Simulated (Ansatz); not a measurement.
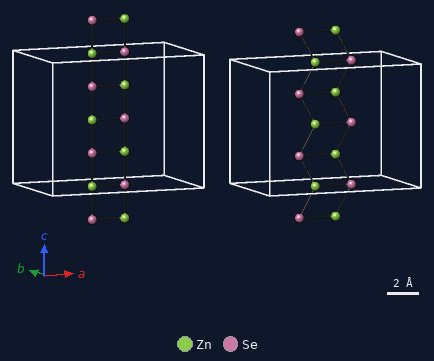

Two geometries of a wire of composition ZnSe, drawn at one scale. One is the start of a relaxation, the other its converged end. Style: ball-and-stick. Shown: the 2 repeat of the cell, with the vacuum cut short, slightly off an axis.

These are results of DFT PBE, scalar-relativistic, plane waves, PAW in Ansatz 0.2.0, not measurements. (plane-wave cutoff 420 eV; k-point mesh 1 × 1 × 15; occupations gaussian; smearing width 0.05 eV; collinear spin; cell relaxed at fixed a, b, alpha, beta, gamma; force threshold 0.01 eV/Å; at most 45 steps)

### Which one is relaxed?

The right one is the relaxed one. Case: ladder chain of atoms. The largest moves relative to the layer's centre, 0.70 Å, are those of Se atoms. Largest moves by element: Se 0.70 Å, Zn 0.44 Å. Along the periodic axis the drawn cell goes c 8.935 → 8.329 Å (−6.8 %). Near-neighbour distances that change, for instance: Se–Se 3.239 → 4.287 Å, Se–Zn 2.345 → 2.608 Å, Se–Zn 2.234 → 2.374 Å. Bond angles that change, for instance: Se–Zn–Se 180.0° → 122.6°, Zn–Se–Zn 180.0° → 122.6°, Se–Zn–Se 90.0° → 118.7°. The energy falls by 1.459 eV per cell of the calculation in 9 accepted moves (11 points after the start). Largest force component: 1.8 eV/Å at the start, 0.0012 eV/Å at the end. The line search rejected the trial step at point 7 of the run. The SCF was repeated once at an unchanged geometry on a basis and grid sized afresh for the cell, which shifted the energy by 2.0 meV per cell of the calculation at most. The program noted that the starting moments weren't kept.
